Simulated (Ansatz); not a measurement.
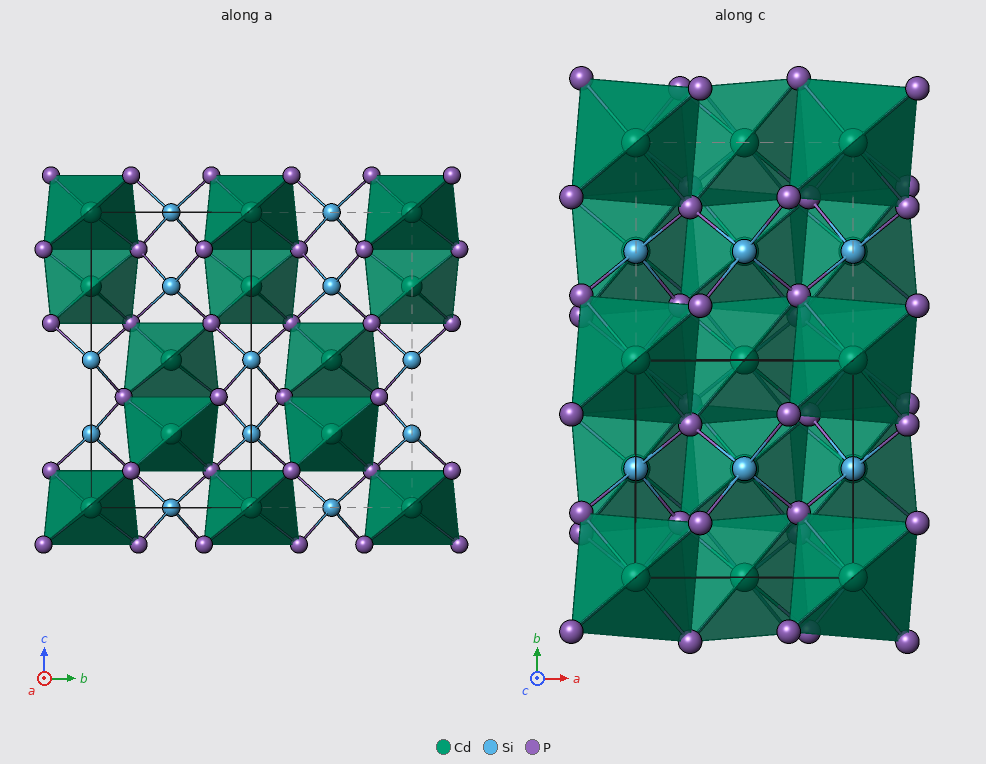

This polyhedral model is shown along the a axis and along the c axis. A block of 1×2×1 cells is shown, with one conventional unit cell in solid outline. Some atoms of the next cells are drawn as well.

CdSiP$_{2}$, space group I-42d (No. 122), a = 5.69 Å, b = 5.69 Å, c = 10.48 Å, α = 90.00°, β = 90.00°, γ = 90.00°.

Calculation details: Ansatz, DFT, HSE06, plane waves, PAW; an energy cutoff of 420 eV, k-points about 0.39 Å⁻¹ apart, no spin polarisation.

Question: How large a gap does the method give, if there is one?

Answer: A semiconductor at this level, with a gap of 2.01 eV, direct.

Question: Give the pressure and its sign.

Answer: The computed pressure is 0.0 GPa, close to zero.

Origin of the cell: a structure listed in the Materials Project. Earlier steps of the study, as a rule a relaxation of our own, may have changed the cell and positions, so they can lie some per cent off the listed ones. Ansatz was used for an electronic-structure calculation on it.
